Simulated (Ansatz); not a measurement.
## Electronic structure of PtSe₂ in real space

The calculation's input:

```
crystal:
  lattice:
    - [3.728650361, -0.0186432518, 0.0]
    - [-1.8804707102, 3.2384275604, 0.0]
    - [0.0, 0.0, 5.2771566319]
  atoms:
    - { symbol: Pt, position: [0.0, 0.0, 0.0] }
    - { symbol: Se, position: [0.3318693601, 0.6666466182, 0.2462227243] }
    - { symbol: Se, position: [0.6681306399, 0.3333533818, 0.7537772757] }
kpoints:
  mp_grid: { grid: [12, 12, 6] }
  band_path:
    path:
      - [0.0, 0.0, 0.0]
      - [0.5, 0.0, 0.0]
      - [0.3333333333, 0.3333333333, 0.0]
      - [0.0, 0.0, 0.5]
      - [0.5, 0.0, 0.5]
      - [0.3333333333, 0.3333333333, 0.5]
      - [0.0, 0.25, 0.3333333333]
      - [0.282552, -0.283854, 0.294271]
    npoints: 1
hamiltonian:
  xc: pbe
scf:
  occupations: { method: fermi_dirac, width: 0.02 }
  n_extra_bands: 4
output:
  forces: true
  stress: true
  eigenvalues: true
  write_density: true
  write_potential: true
  elf: true
  volumetric_format: npy
```

Launched as:

```sh
ansatz run input.yaml --threads 4 --pin off --max-ram 4608MiB --backend cpu --events-out ev --progress --plain --runs-dir out
```

Below, planes, directions and counts refer to the standardised cell (a = 6.43 Å, b = 3.74 Å, c = 5.28 Å, α = 90.00°, β = 90.00°, γ = 90.29°).

Space group P-1; started from the 1T (CdI2) bulk prototype, which need not be the ambient phase; changed on purpose from its base cell (shear xy strain -1.0%); computed pressure about 4 GPa in this cell.

All numbers below come from Ansatz 0.2.0, DFT, PBE, plane waves, PAW.

In a PAW calculation such maps are meaningful between the atoms, not at the nuclei.

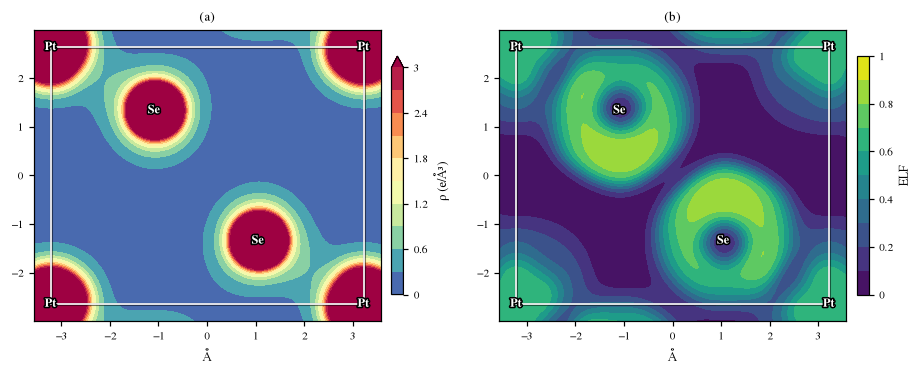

Figure 1. (a) valence electron density; (b) ELF on the (010) plane of the standardised cell.

Question: Describe what can be read from this map.

Answer: The section cuts through Pt and Se sites.
Pt–Se (2.51 Å): the density is about 0.58 e/Å³ at the midpoint; the ELF is about 0.50 at the midpoint.
Between the atoms the lowest density in this plane is 0.02 e/Å³.
The features right at Pt lie inside the PAW spheres, where the map follows smoothed inner orbitals and isn't to be read closely.

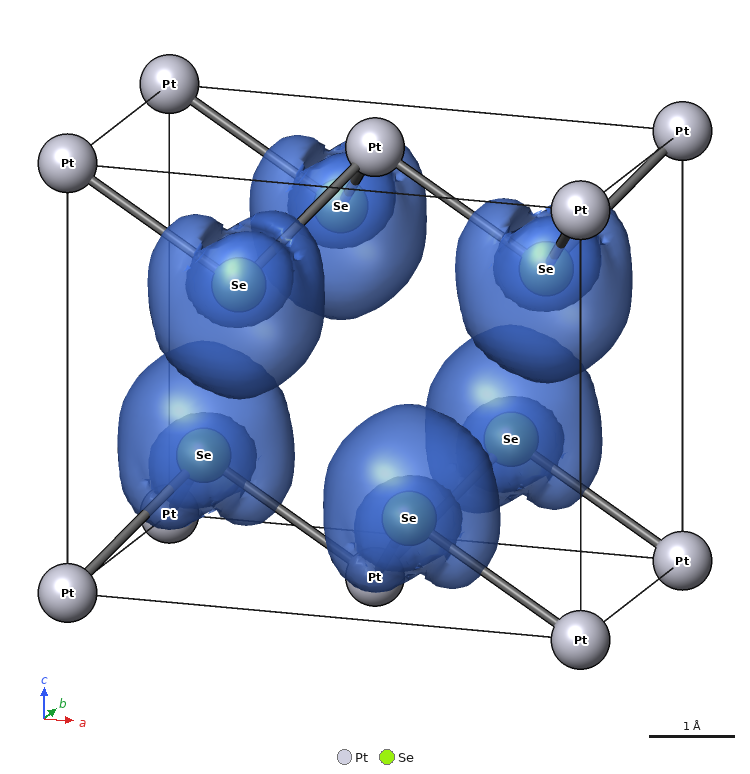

Figure 2. Isosurface of the ELF at 0.7 (blue), seen slightly off an axis. Core shells and regions of very low density are left out. Sticks mark near contacts.

Question: Where are the electrons localised?

Answer: At this value the surface marks out four regions wrapped around Se (the valence shell of each), counted in one cell of 6 atoms. Any copies at cell faces, edges or corners count once.
